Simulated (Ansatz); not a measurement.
Rh6H: single-point calculation (part 1 of 2)

System: Rh6H (slab, 14 atoms in the cell).
Method: DFT PBE, scalar-relativistic, plane waves, PAW, PAW set soft_1, no spin polarisation (Ansatz 0.2.0).

The structure derives from an entry of the Crystallography Open Database. Figures and captions count atoms from 1; the log counts them from 0 in places.

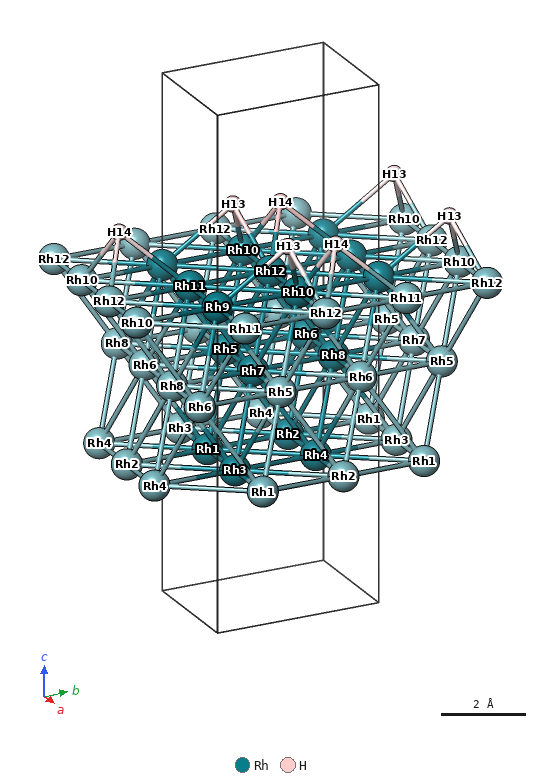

Figure 1. The input geometry (ball-and-stick view of the cell of the calculation, with the vacuum cut short, seen slightly off an axis; neighbours outside the cell are drawn fainter; atoms are numbered from 1 in the order of the input). An atom can appear more than once, as a periodic image.

### Input file
```yaml
crystal:
  lattice:
    - [5.4165863251, 0.0, 0.0]
    - [-2.7082931626, 4.6909013593, 0.0]
    - [0.0, 0.0, 22.296611923]
  atoms:
    - { symbol: Rh, position: [0.3333333333, 0.1666666667, 0.1793994538] }
    - { symbol: Rh, position: [0.3333333333, 0.6666666667, 0.1793994538] }
    - { symbol: Rh, position: [0.8333333333, 0.1666666667, 0.1793994538] }
    - { symbol: Rh, position: [0.8333333333, 0.6666666667, 0.1793994538] }
    - { symbol: Rh, position: [0.1666666667, 0.3333333333, 0.2757769167] }
    - { symbol: Rh, position: [0.1666666667, 0.8333333333, 0.2757769167] }
    - { symbol: Rh, position: [0.6666666667, 0.3333333333, 0.2757769167] }
    - { symbol: Rh, position: [0.6666666667, 0.8333333333, 0.2757769167] }
    - { symbol: Rh, position: [0.0, 0.0, 0.3721019118] }
    - { symbol: Rh, position: [0.0, 0.5, 0.3721019118] }
    - { symbol: Rh, position: [0.5, 0.0, 0.3721019118] }
    - { symbol: Rh, position: [0.5, 0.5, 0.3721019118] }
    - { symbol: H, position: [0.1870590048, 0.3741180096, 0.4353402192] }
    - { symbol: H, position: [0.3129409952, 0.6258819904, 0.4353402192] }
basis:
  ecutwfc: 420
kpoints:
  mp_grid: { grid: [6, 6, 1] }
hamiltonian:
  xc: pbe
  pseudopotentials: { kind: paw, azcp: { folder: soft_1 } }
scf:
  occupations: { method: gaussian, width: 0.1 }
output:
  forces: true
  eigenvalues: true
  write_density: true
  write_potential: true
  elf: true
  volumetric_format: npy
efield:
  axis: 3
  dipole_correction: true
  ramp_width: 0.04
```

Hardware: 4 threads of Arm Neoverse N1, 98 GiB of memory available, shared host.

Launch command:
```bash
ansatz run input.yaml --threads 4 --pin off --max-ram 12288MiB --backend cpu --events-out ev --progress --plain --runs-dir out
```

### What the program printed
```
Engine: ansatz 0.2.0, aarch64-unknown-linux-gnu
Pseudopotentials: kind: paw
Pseudopotential: Rh, paw, valence charge 17, recommended cutoff 420 eV (normal), [file]
Pseudopotential: H, paw, valence charge 1, recommended cutoff 420 eV (normal), [file]
Functional definition: PBE
  parameter kappa = 0.804
  parameter beta = 0.06672455060314922
  exchange = pbe_x(kappa = kappa, mu = beta*pi^2/3)
  correlation = pbe_c(beta = beta)
Crystal: 14 atoms, lattice volume = 566.527 Å³
Basis set: ecut = 420 eV, 11049 PW (Γ), exchange–correlation on 80×80×300 points (8 copies of the dense FFT grid, shifted against one another)
Bands: 124, of which v1, the nominal top of the filled ones, is band 103 counted from 1 (102 counted from 0)
Symmetry: 2 space group operations
Space group: Cm (ITA 8), of the structure as read, at distance tolerance 8.3e-5 Å
k-points: 13 of 36 (time reversal used)
Non-local potential: Rh, projectors of the file, l = 0: 3, l = 1: 2, l = 2: 2, l = 3: 1
Non-local potential: H, projectors of the file, l = 0: 2, l = 1: 1
PAW form: soft (Blöchl's): semilocal exchange-correlation on the pseudo side does not see the compensation charge
PAW one-centre angular grid: Rh, 590 points (default); XC on 64 Gauss nodes
PAW one-centre angular grid: H, 110 points (default); XC on 64 Gauss nodes
Initial density: superposition of atomic densities (neutral atoms: chi_scale 0, normalization atom)
Initial wavefunctions: pseudopotential atomic-orbital guess
Functional: x = pbe(κ = 0.804, μ = 0.2195149727645171), c = pbe(β = 0.06672455060314922)
SCF iter   1: F=—  HF=-76865.765534 eV  |F-HF|=—  |Δ(HF+E_count)|=         —  Δρ=5.53e-2  dr2=1.88e1  ethr=3.10e-3  p=-0.000 e·Å  D=-2.93e-6 V/Å  ΔV_dip=0.00 eV  dr2_dipole=1.53e-1  V_vac-E_F(+/−)=5.72/5.72 eV  ⟨swp⟩=8.6  Hψ=7222  notcnv=0  defer=16
efield: sawtooth ramp at fractional position 0.7874 (placed from the atoms, in the widest stretch of the axis that holds none; the zero of the levels goes with the place), width 0.0400; the density the first Hamiltonian is built on has a dipole p = -0.000 e·Å; the dipole correction subtracts the counter field D = -2.93e-6 V/Å, which shifts the + side's vacuum level by +0.00 eV against the − side's; the planar-averaged density in the ramp window peaks in size at 2.6e-5 e/Å³
preconditioner: auto → LDOS  [metal: Δε(μ)=0.019 eV  Ē_g=5.500 eV  σ=0.100 eV  W_gap=0.11  n_scr=94 (ndim 8)  ℏωp=16.4 eV  f_vac=0.625  D(μ)=19.05/eV (n_scr^D=136)  β→1.0]
SCF iter   2: F=—  HF=-76869.199178 eV  |F-HF|=—  |Δ(HF+E_count)|=    3.43e0  Δρ=6.75e-2  dr2=3.06e1  ethr=3.10e-3  p=0.031 e·Å  D=1.01e-2 V/Å  ΔV_dip=-0.22 eV  dr2_dipole=2.01e-1  V_vac-E_F(+/−)=4.93/5.15 eV  ⟨swp⟩=3.2  Hψ=4200  notcnv=0  defer=122
SCF iter   3: F=—  HF=-76860.680932 eV  |F-HF|=—  |Δ(HF+E_count)|=    8.52e0  Δρ=1.24e-2  dr2=8.04e-1  ethr=3.10e-3  p=0.031 e·Å  D=1.00e-2 V/Å  ΔV_dip=-0.22 eV  dr2_dipole=8.07e-4  V_vac-E_F(+/−)=5.05/5.28 eV  ⟨swp⟩=2.4  Hψ=3382  notcnv=0  defer=111
SCF iter   4: F=—  HF=-76860.440849 eV  |F-HF|=—  |Δ(HF+E_count)|=   2.40e-1  Δρ=2.18e-3  dr2=3.28e-2  ethr=3.90e-4  p=0.035 e·Å  D=1.12e-2 V/Å  ΔV_dip=-0.25 eV  dr2_dipole=3.82e-4  V_vac-E_F(+/−)=4.85/5.10 eV  ⟨swp⟩=3.3  Hψ=4065  notcnv=0  defer=112
SCF iter   5: F=—  HF=-76860.437442 eV  |F-HF|=—  |Δ(HF+E_count)|=   3.41e-3  Δρ=6.25e-4  dr2=4.44e-3  ethr=1.59e-5  p=0.036 e·Å  D=1.14e-2 V/Å  ΔV_dip=-0.26 eV  dr2_dipole=1.67e-5  V_vac-E_F(+/−)=4.81/5.07 eV  ⟨swp⟩=2.2  Hψ=2300  notcnv=0  defer=112
SCF iter   6: F=—  HF=-76860.437769 eV  |F-HF|=—  |Δ(HF+E_count)|=   3.27e-4  Δρ=2.63e-4  dr2=1.28e-3  ethr=2.15e-6  p=0.036 e·Å  D=1.15e-2 V/Å  ΔV_dip=-0.26 eV  dr2_dipole=2.15e-9  V_vac-E_F(+/−)=4.78/5.03 eV  ⟨swp⟩=3.1  Hψ=2863  notcnv=0  defer=112
SCF iter   7: F=—  HF=-76860.437715 eV  |F-HF|=—  |Δ(HF+E_count)|=   5.41e-5  Δρ=1.35e-4  dr2=2.42e-4  ethr=6.20e-7  p=0.035 e·Å  D=1.13e-2 V/Å  ΔV_dip=-0.25 eV  dr2_dipole=2.23e-5  V_vac-E_F(+/−)=4.76/5.01 eV  ⟨swp⟩=2.0  Hψ=2199  notcnv=0  defer=112
SCF iter   8: F=—  HF=-76860.437732 eV  |F-HF|=—  |Δ(HF+E_count)|=   1.70e-5  Δρ=4.31e-5  dr2=2.02e-5  ethr=1.18e-7  p=0.035 e·Å  D=1.12e-2 V/Å  ΔV_dip=-0.25 eV  dr2_dipole=4.24e-7  V_vac-E_F(+/−)=4.76/5.01 eV  ⟨swp⟩=2.0  Hψ=1768  notcnv=0  defer=112
SCF iter   9: F=—  HF=-76860.438217 eV  |F-HF|=—  |Δ(HF+E_count)|=   4.85e-4  Δρ=1.36e-5  dr2=2.36e-6  ethr=9.80e-9  p=0.035 e·Å  D=1.11e-2 V/Å  ΔV_dip=-0.25 eV  dr2_dipole=3.32e-10  V_vac-E_F(+/−)=4.76/5.00 eV  ⟨swp⟩=2.2  Hψ=2312  notcnv=0  defer=112
SCF iter  10: F=—  HF=-76860.438219 eV  |F-HF|=—  |Δ(HF+E_count)|=   1.74e-6  Δρ=5.58e-6  dr2=3.28e-7  ethr=1.14e-9  p=0.035 e·Å  D=1.10e-2 V/Å  ΔV_dip=-0.25 eV  dr2_dipole=2.33e-8  V_vac-E_F(+/−)=4.76/5.00 eV  ⟨swp⟩=2.2  Hψ=2034  notcnv=0  defer=112
SCF iter  11: F=-76860.438219 eV  HF=-76860.438219 eV  |F-HF|=2.41e-8  |Δ(HF+E_count)|=   4.50e-7  Δρ=1.35e-6  dr2=1.66e-8  ethr=4.85e-11  p=0.034 e·Å  D=1.10e-2 V/Å  ΔV_dip=-0.25 eV  dr2_dipole=2.98e-10  V_vac-E_F(+/−)=4.76/5.00 eV  ⟨swp⟩=19.8  Hψ=13290  notcnv=0
SCF 1 converged in 11 iterations: F = -76860.438219 eV  dr2 = 1.66e-8
  greatest PAW one-centre occupation: 1.000 electrons in one spin orbital (limit 2), on the Rh atom at site 4 (counted from 0), in its partial waves of l = 0
```

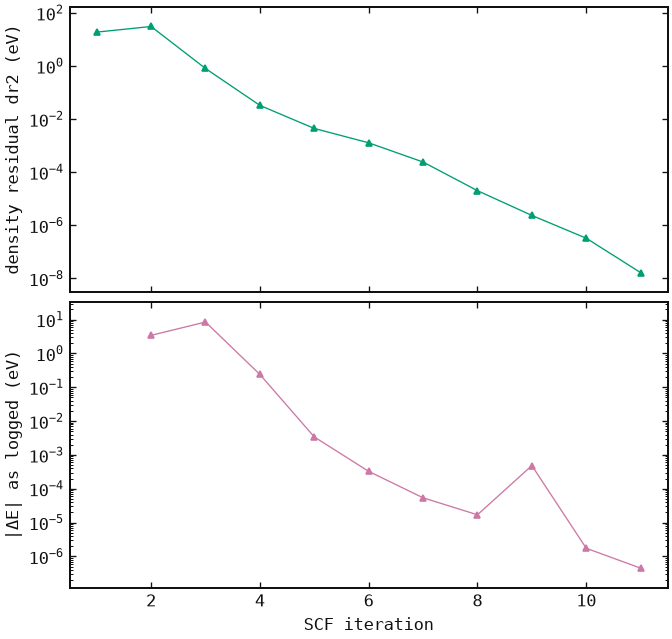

Figure 2. Convergence of the self-consistent field: density residual dr2 and size of the energy change against the SCF iteration. The residual falls almost steadily, with no more than small rises.

```
WARN: The input density's exchange-correlation potential varies sharply where the density is thin. Do not read a vacuum level from v_tot or v_xc, or from such a field of the output density. On a cell that repeats whose density bears no net charge and no dipole along the vacuum's axis use v_es (v_loc + v_h of the components); under efield.dipole_correction with no amplitude use v_es + v_field, which holds any external_charges[].barrier, or the levels of the report's work_function block, which leave it out; under a non-zero efield.amplitude the vacuum is tilted and has no level; on a cell that repeats and bears such a dipole with no correction it is tilted too, and efield.dipole_correction with no amplitude gives each side of its ramp a level where efield: is served; in a cell that repeats whose density bears a net charge (total_charge, or a fill off its count) it is curved and has none; of a slab under crystal.periodic whose density bears no net charge use v_es, which has a level on each side, short of where the two are joined; of another it falls or rises all the way out and has none; of a slab beside external_charges read slab_vacuum_level instead, which it has where they leave it neutral. The grid or the basis barely resolves most such structure, and the values can differ between equally converged runs; as a rule a tighter scf.convergence.dr2_threshold does not remove it. Where the density itself ripples (under the LDA too) a higher basis.ecutwfc lessens it. The files hold the spikes' plane waves up to the density's cutoff. Files: v_tot and the like, and their columns of v_z.tsv (output.write_potential); v_xc and the like, and their columns of v_comp_z.tsv (output.write_potential_components); where files of the output density stand in their place, no point of their own thin density is over the threshold below, and this is of outcome.potential() and, of a run that writes arrays (npy), the arrays of these names. Measured: with its Gaussian average of σ = 0.25 Å subtracted twice, the exchange-correlation potential is over 0.1 eV at 1 of the grid points where the equally averaged density (valence and model cores) is under 1e-3 e/Å³, and 0.106 eV at the most among them, at an averaged density of 5.1e-8 e/Å³. See output.write_potential in the manual, Limitations
SCF converged after 11 iterations
Free energy (F): -76860.438219 eV
Harris-Foulkes:  -76860.438219 eV  (|F-HF|=2.41e-8)
Internal energy: -76860.335592 eV  (E = F + TS)
E sigma→0 (E₀):  -76860.386906 eV
Entropy (-TS):   -0.102627 eV (-7.330 meV/atom)
Fermi energy:    3.183349 eV
Dipole field:    D = 0.011022 V/Å  (p = 0.034507 e·Å, saw-weighted, corrected)
Work function:   Φ+ = 4.7556 eV   Φ− = 5.0013 eV
Levels:          The Fermi level and band energies are counted from a zero that moves with the ramp; work functions are not
--- Per-component energies (eV) ---
  E_band       = -4894.413264
  E_kinetic    = 6457.528298
  E_local      = -307243.338117  (includes V_loc(G=0)·N_el)
  E_nonlocal   = 3589.001843
  E_hartree    = 149408.697641
  E_xc         = -2427.731757
  E_vxc        = -3045.780914  (∫ρ·V_xc dr)
  E_paw        = -43242.971767  (= ΣΔE_a)
  E_vpaw       = -3470.761249  (= ΣTr[D̂ρ^β])
  E_aug_tail   = -0.000918  (compensation charges beyond the density's cutoff)
  E_efield     = 0.000190  (sawtooth field / dipole correction)
  E_vefield    = 1.522189  (∫n·V_field dr)
  E_ewald      = 116598.478995
  E_smearing   = -0.102627  (= −TS)
  E_closure    = -0.000000  (closes the sum)
  Σ components = -76860.438219   (vs F -76860.438219, Δ=0.00e0)
--- Forces (eV/Å), atoms counted from 1 ---
  atom   1  Rh    -0.04824005     0.02903349    -0.09826073
  atom   2  Rh     0.00000000    -0.05770328    -0.08447213
  atom   3  Rh     0.04824005     0.02903349    -0.09826073
  atom   4  Rh    -0.00000000     0.02041294    -0.03643242
  atom   5  Rh     0.00000000    -0.09154849    -0.21019247
  atom   6  Rh    -0.07567502     0.03445553    -0.10248589
  atom   7  Rh    -0.00000000     0.09264378     0.41089455
  atom   8  Rh     0.07567502     0.03445553    -0.10248589
  atom   9  Rh     0.00000000    -0.02546879     0.18224306
  atom  10  Rh     0.16904181    -0.06139197     0.88654946
  atom  11  Rh    -0.00000000     0.08279318     0.10084933
  atom  12  Rh    -0.16904181    -0.06139197     0.88654946
  atom  13  H     -0.00000000     0.33016650    -0.87568736
  atom  14  H      0.00000000    -0.35549159    -0.85889899
  max |Σ_I F_I| component: 9.07e-5 eV/Å
--- Band table (eV; the first three rows and the last of 13) ---
```
